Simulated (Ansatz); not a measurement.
A series of calculations on ZnS

**1. Scan**

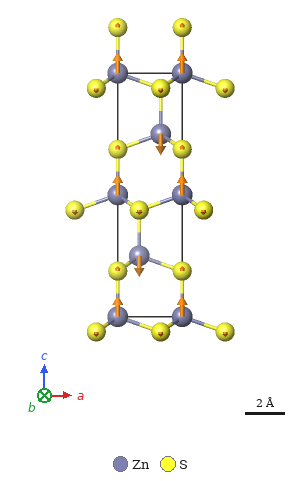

A scan of a crystal of ZnS (P6_3mc): a normal mode at the zone centre is frozen in with the cell fixed, the amplitude being the largest displacement of an atom. The picture shows the reference cell. The orange arrows give the direction of positive displacement. A ball-and-stick model of the cell of the calculation, repeated 1 × 1 × 1 with one cell outlined, seen along the b axis.

Computed with DFT PBE, scalar-relativistic, plane waves, PAW (Ansatz 0.2.0). Set-up: plane-wave cutoff 420 eV; k-point mesh 12 × 12 × 2; occupations gaussian; smearing width 0.05 eV; no spin polarisation. Energies (free energies at the smearing named) are counted from the relaxed crystal.

```xyz
8
Lattice="3.8467 0.0000 0.0000 -1.9234 3.3314 0.0000 0.0000 0.0000 12.5902" Properties=species:S:1:pos:R:3 pbc="T T T"
Zn    0.0000    0.0000    0.0006
Zn    0.0000    0.0000    6.2957
Zn    0.0000    2.2209    3.1479
Zn    1.9234    1.1105    9.4430
S     0.0000    0.0000    2.3580
S     0.0000    0.0000    8.6531
S     0.0000    2.2209    5.5099
S     1.9234    1.1105   11.8050
```

> Give the energy at each point (the amplitude: −0.3000, −0.2250, −0.1500, −0.0750, 0.0000, 0.0750, 0.1500, 0.2250, 0.2625, 0.3000 Å).

| largest displacement (Å) | energy change (meV/cell) |
| --- | --- |
| −0.3000 | 1558 |
| −0.2250 | 879 |
| −0.1500 | 392 |
| −0.0750 | 98 |
| 0.0000 | 0 |
| 0.0750 | 98 |
| 0.1500 | 394 |
| 0.2250 | 887 |
| 0.2625 | 1208 |
| 0.3000 | 1579 |

The harmonic wavenumber of the mode is 188 cm⁻¹, a stable vibration. Of the computed points the lowest is at the amplitude 0.00 Å, 0 meV/cell. At the ends of the scan the energy is 1558 meV/cell (−0.30 Å) and 1579 meV/cell (0.30 Å). The well is symmetric. At the highest point the shortest interatomic distance is 2.13 Å, against 2.36 Å in the reference. The distortion keeps the space group P6_3mc.

**2. Scan**

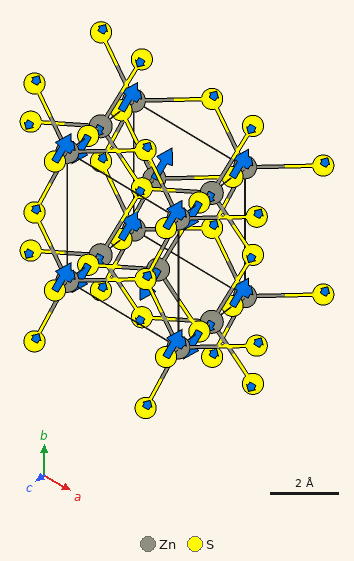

Energy scan for a crystal of ZnS (P6_3mc), in which a normal mode at the zone centre (one arbitrary combination within a set of 2 degenerate modes) is frozen in with the cell fixed, the amplitude being the largest displacement of an atom. The picture shows the reference cell. The blue arrows give the direction of positive displacement. The picture is a ball-and-stick view of the cell of the calculation, repeated 1 × 1 × 1 with one cell outlined, seen along the c axis, with a slight tilt.

Level of theory: DFT PBE, scalar-relativistic, plane waves, PAW in Ansatz 0.2.0. (plane-wave cutoff 420 eV; k-point mesh 12 × 12 × 2; occupations gaussian; smearing width 0.05 eV; no spin polarisation). Energies (free energies at the smearing named) are counted from the relaxed crystal.

```
CELL_PARAMETERS angstrom
3.84672 0.00000 0.00000
-1.92336 3.33136 0.00000
0.00000 0.00000 12.59023
ATOMIC_POSITIONS crystal
Zn 0.00000 0.00000 0.00005
Zn 0.00000 0.00000 0.50005
Zn 0.33333 0.66667 0.25002
Zn 0.66667 0.33333 0.75002
S 0.00000 0.00000 0.18729
S 0.00000 0.00000 0.68729
S 0.33333 0.66667 0.43764
S 0.66667 0.33333 0.93764
```

Q: Predict the energy profile (the amplitude: −0.12, −0.06, 0.00, 0.03, 0.09, 0.12 Å).

A:
| largest displacement (Å) | energy change (meV/cell) |
| --- | --- |
| −0.12 | 16.8 |
| −0.06 | 4.2 |
| 0.00 | 0.0 |
| 0.03 | 1.0 |
| 0.09 | 9.4 |
| 0.12 | 16.7 |

The harmonic wavenumber of the mode is 56 cm⁻¹, a stable vibration. Of the computed points the lowest is at the amplitude 0.00 Å, 0.0 meV/cell. The end points stand at 16.8 meV/cell (−0.12 Å) and 16.7 meV/cell (0.12 Å). The well is symmetric.

**3. Softest mode**

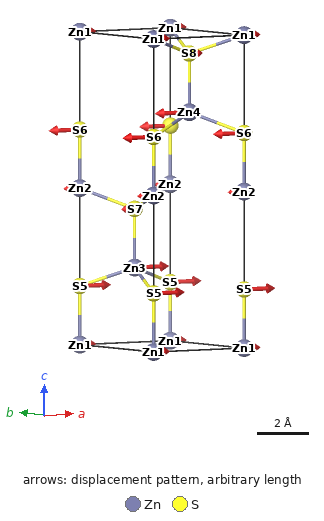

The lowest optical mode of a crystal of ZnS, space group P6₃mc (No. 186), at the zone centre. Displacements are drawn as red arrows; their common scale and sign are arbitrary. A ball-and-stick model of the cell of the calculation, seen from a free direction.

The calculation used DFT PBE, scalar-relativistic, plane waves, PAW (Ansatz).

Input file:
```yaml
crystal:
  lattice:
    - [3.8467234474, 0.0, 0.0]
    - [-1.9233617237, 3.3313602268, 0.0]
    - [0.0, 0.0, 12.5902250312]
  atoms:
    - { symbol: Zn, position: [0.0, 0.0, 5.03475e-05] }
    - { symbol: Zn, position: [0.0, 0.0, 0.5000503475] }
    - { symbol: Zn, position: [0.3333333333, 0.6666666667, 0.2500245131] }
    - { symbol: Zn, position: [0.6666666667, 0.3333333333, 0.7500245131] }
    - { symbol: S, position: [0.0, 0.0, 0.187289698] }
    - { symbol: S, position: [0.0, 0.0, 0.687289698] }
    - { symbol: S, position: [0.3333333333, 0.6666666667, 0.4376354414] }
    - { symbol: S, position: [0.6666666667, 0.3333333333, 0.9376354414] }
basis:
  ecutwfc: 420
kpoints:
  mp_grid: { grid: [12, 12, 2] }
hamiltonian:
  xc: pbe
scf:
  occupations: { method: gaussian, width: 0.05 }
output:
  eigenvalues: true
phonons:
  method: fd
  supercell: [1, 1, 1]
  amplitude: 0.02
  eigenvectors: true
  dielectric: false
```

Command:
```bash
ansatz run input.yaml --threads 2 --pin off --max-ram 5120MiB --backend cpu --events-out ev --progress --plain --runs-dir out
```

Frequencies are those without the non-analytic (LO–TO) term.

Is this crystal at a minimum with respect to the drawn distortion?

Answer. Yes: this softest mode has a real frequency, and so have all others here. That speaks for this wave vector alone: the rest of the zone wasn't checked in this run. This is the E₂ mode (doubly degenerate; one member of the set is drawn) at 1.67 THz, the lowest optical level, Raman-active by symmetry. All motion is along a; atoms of one kind move against one another, with no net shift of any sublattice; it mainly bends the S–Zn bonds; the kinetic energy is shared as Zn 72 %, S 28 %.
